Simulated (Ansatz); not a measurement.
System: SnSe₂.

Input file:

```
crystal:
  lattice:
    - [1.8950115899, 1.0940854516, 6.0269125514]
    - [-1.8950115899, 1.0940854516, 6.0269125514]
    - [0.0, -2.1881709031, 6.0269125514]
  atoms:
    - { symbol: Sn, position: [-0.0002292499, -0.0002292499, -0.0002292499] }
    - { symbol: Se, position: [0.4278746926, 0.4278746926, 0.4278746926] }
    - { symbol: Se, position: [0.239021224, 0.239021224, 0.239021224] }
kpoints:
  mp_grid: { grid: [8, 8, 8] }
  band_path:
    path:
      - [0.0, 0.0, 0.0]
      - [-0.5, -0.5, -0.5]
      - [-0.5, -0.1886362311, -0.8113637689]
      - [-0.1886362311, 0.1886362311, -0.5]
      - [0.0, 0.0, -0.5]
      - [0.0, 0.3443181156, -0.3443181156]
      - [-0.3443181156, 0.0, -0.6556818844]
      - [-0.5, 0.0, -0.5]
      - [0.0, 0.1377272462, -0.1377272462]
    npoints: 1
hamiltonian:
  xc: r2scan
scf:
  occupations: { method: fermi_dirac, width: 0.02 }
  n_extra_bands: 4
output:
  forces: true
  stress: true
  eigenvalues: true
  write_density: true
  write_potential: true
  elf: true
  volumetric_format: npy
```

Command:

```sh
ansatz run input.yaml --threads 2 --pin off --max-ram 2211MiB --backend cpu --events-out ev --progress --plain --runs-dir out
```

Below, planes, directions and counts refer to the conventional cell (a = 3.79 Å, b = 3.79 Å, c = 18.08 Å, α = 90.00°, β = 90.00°, γ = 120.00°).

Space group R3m; started from the 3R (MoS2) bulk prototype, which need not be the ambient phase.

These are results of DFT, r2SCAN, plane waves, PAW in Ansatz 0.2.0, not measurements.

> What will maps of the valence pseudo-density and electron localisation function show?

Sn–Se (2.77 Å): the density is about 0.36 e/Å³ at the midpoint; the ELF is about 0.60 at the midpoint.

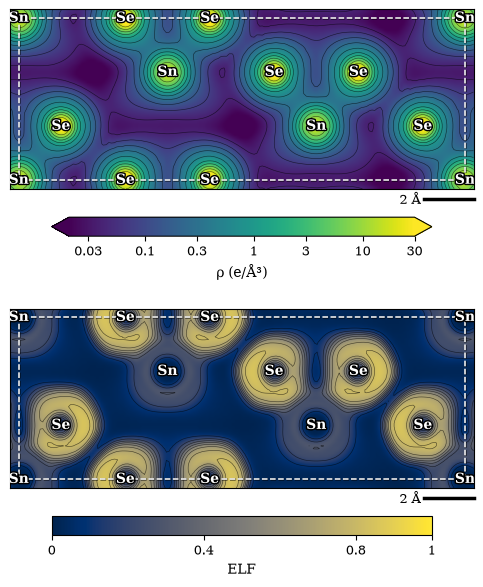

Computed valence pseudo-density and electron localisation function on the (110) plane of the conventional cell, in this order. 
